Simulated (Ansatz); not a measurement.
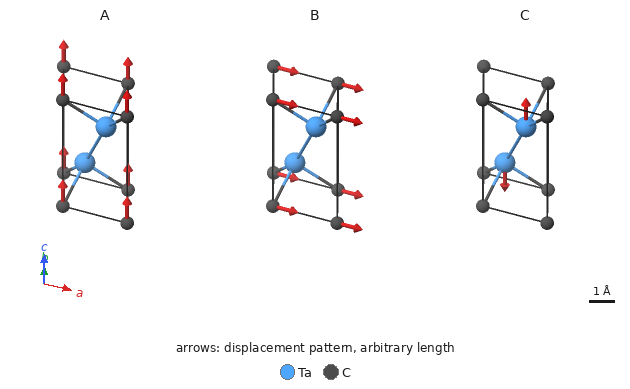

Modes of a crystal of Ta$_{2}$C, space group P-3m1 (No. 164), at the zone centre (one member of each degenerate set). The red arrows are the displacements of the atoms (eigenvector over the root of the mass), of arbitrary overall length and sign. The picture is a ball-and-stick view of the cell of the calculation, seen from a free direction.

These are results of Ansatz 0.2.0, DFT PBEsol, scalar-relativistic, plane waves, PAW, not measurements.

The frequencies depend somewhat on the k-mesh and the smearing.

Question: Give the symmetry species and the selection rules of each.

Answer: A is A₂u, infrared-active by symmetry (647 cm⁻¹). B is E_u, infrared-active by symmetry (666 cm⁻¹). C is A₁g, Raman-active by symmetry (217 cm⁻¹). The crystal has a centre of inversion, so no mode is both. In a metal the free carriers screen the infrared response.
